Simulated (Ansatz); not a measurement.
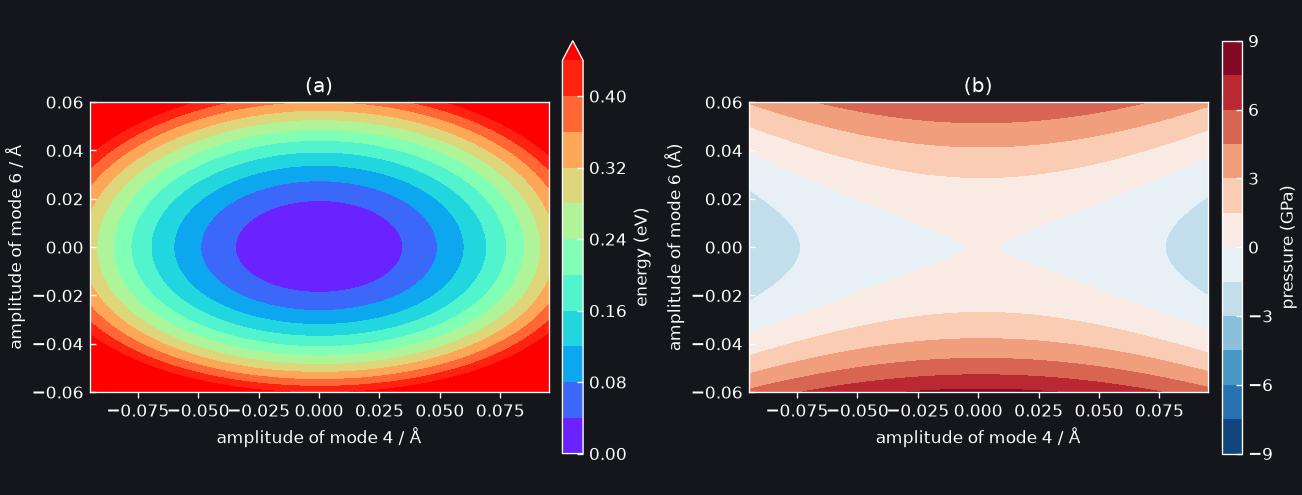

C (R-3m, No. 166; 2 atoms in the cell). 
- The energy is mapped over two normal modes frozen in (zone-centre modes of the 2-atom cell of this scan).
- Coordinates scanned: (1) amplitude of mode 4 (866 cm⁻¹), largest displacement; (2) amplitude of mode 6 (1585 cm⁻¹), largest displacement.
- Nothing is relaxed (the cell and all other modes fixed).
- The grid has 7 × 7 points.
- Points are written as (first, second).
- Energies: eV per cell, counted from the lowest grid point.
- The band gap closes in part of the range.
- Level of theory: DFT PBEsol+D3(BJ), scalar-relativistic, plane waves, PAW (Ansatz 0.2.0). Settings: cutoff 520 eV, k-mesh 15×15×15, gaussian smearing 0.05 eV, no spin polarisation.

Panel (a) is the energy and panel (b) the computed pressure on the same grid.

The picture shows filled contours, one colour for all values above the top of the scale. Between grid points the surface is interpolated.

**How does the pressure vary over the map, and what is it at the lowest grid point?**

It runs from −2.5 GPa at (−0.095 Å, 0.00 Å) to 7.8 GPa at (0.000 Å, −0.06 Å). At the lowest grid point, (0.000 Å, 0.00 Å), it is 0.0 GPa.

| second ↓, first → | −0.095 | −0.063 | −0.032 | 0.000 | 0.032 | 0.063 | 0.095 |
| --- | --- | --- | --- | --- | --- | --- | --- |
| 0.06 | 3.1 | 4.6 | 5.6 | 6.0 | 5.7 | 4.8 | 3.3 |
| 0.04 | 0.1 | 1.6 | 2.5 | 2.8 | 2.5 | 1.7 | 0.3 |
| 0.02 | −1.8 | −0.4 | 0.4 | 0.7 | 0.5 | −0.3 | −1.6 |
| 0.00 | −2.5 | −1.1 | −0.3 | 0.0 | −0.2 | −1.0 | −2.3 |
| −0.02 | −1.7 | −0.3 | 0.5 | 0.8 | 0.6 | −0.2 | −1.5 |
| −0.04 | 0.6 | 2.1 | 3.0 | 3.4 | 3.1 | 2.2 | 0.9 |
| −0.06 | 4.8 | 6.5 | 7.5 | 7.8 | 7.5 | 6.6 | 5.0 |

PAW datasets: the set soft_1.
